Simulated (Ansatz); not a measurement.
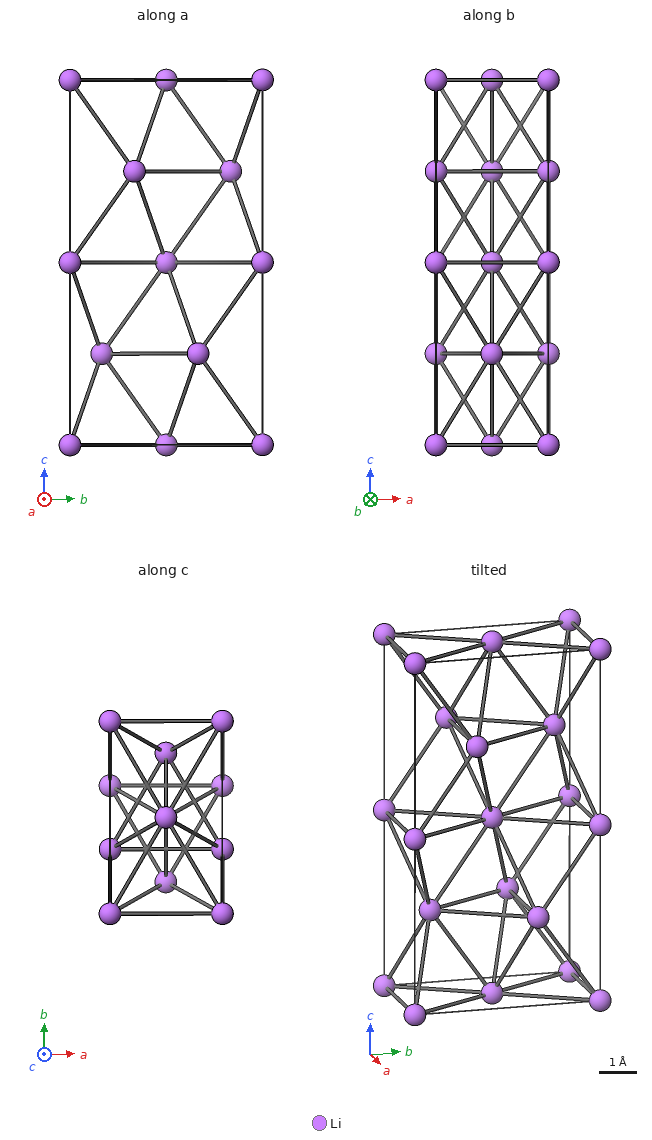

View along the a axis, along the b axis, along the c axis and slightly off an axis, drawn as a ball-and-stick model. Atoms at the boundary of the unit cell (the box) are drawn once for each face, edge or corner they touch.

Lattice parameters: a = 3.0753 Å, b = 5.2653 Å, c = 9.9801 Å, α = 89.939°, β = 89.957°, γ = 89.949°.

Express the structure as a CIF in P1 with every atom of the cell, with free fractional coordinates to two decimals.

Answer.
```cif
data_structure
_symmetry_space_group_name_H-M 'P 1'
_symmetry_Int_Tables_number 1
_cell_length_a 3.0753
_cell_length_b 5.2653
_cell_length_c 9.9801
_cell_angle_alpha 89.939
_cell_angle_beta 89.957
_cell_angle_gamma 89.949
_cell_volume 161.60
loop_
_atom_site_label
_atom_site_type_symbol
_atom_site_fract_x
_atom_site_fract_y
_atom_site_fract_z
_atom_site_occupancy
Li1 Li 0.00 0.00 0.00 1
Li2 Li 0.00 0.00 0.50 1
Li3 Li 0.50 0.50 0.50 1
Li4 Li 0.50 0.50 0.00 1
Li5 Li 0.00 0.67 0.25 1
Li6 Li 0.50 0.83 0.75 1
Li7 Li 0.50 0.16 0.25 1
Li8 Li 0.00 0.34 0.75 1
```

The structure was taken from a structure type filled with this element by a generator (whether the element takes this form wasn't checked). A relaxation with DFT PBE, scalar-relativistic, plane waves, PAW in Ansatz 0.2.0 was begun but didn't finish; this is its last step.
